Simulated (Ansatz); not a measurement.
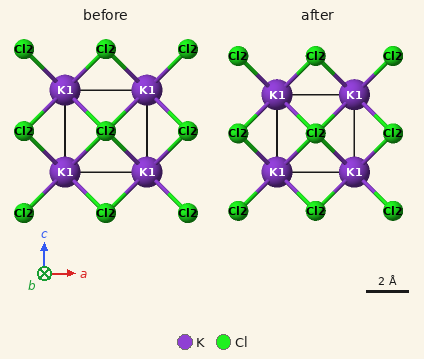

The structure of crystalline KCl (built on the CsCl-221 type type) before (left) and after (right) a relaxation, at one scale.

A ball-and-stick model of the cell of the calculation, seen along the b axis.

The calculation used DFT, PBEsol, plane waves, PAW (Ansatz 0.2.0). Set-up: plane-wave cutoff 420 eV; k-point mesh 6 × 6 × 6; occupations fermi dirac; smearing width 0.03 eV; no spin polarisation; cell and atoms relaxed; force threshold 0.01 eV/Å; at most 120 steps.

**What changed between the two?**

After 3 accepted moves (4 points after the start) the energy has fallen by 44.7 meV per atom. All forces vanish by symmetry, so only the cell relaxes. The pressure goes from −2.47 to −0.03 GPa. At 1 point the geometry stayed and the basis and grid were re-selected for the new cell (energy shift of less than 0.05 meV per atom at most each time). No atom moves by more than 0.005 Å relative to the cell. The drawn cell changes as follows: a = b = c 3.959 → 3.740 Å (−5.5 %); the volume changes by −15.7 %. Among the contacts that change: K1–Cl2 3.428 → 3.239 Å. The space group stays Pm-3m (No. 221).
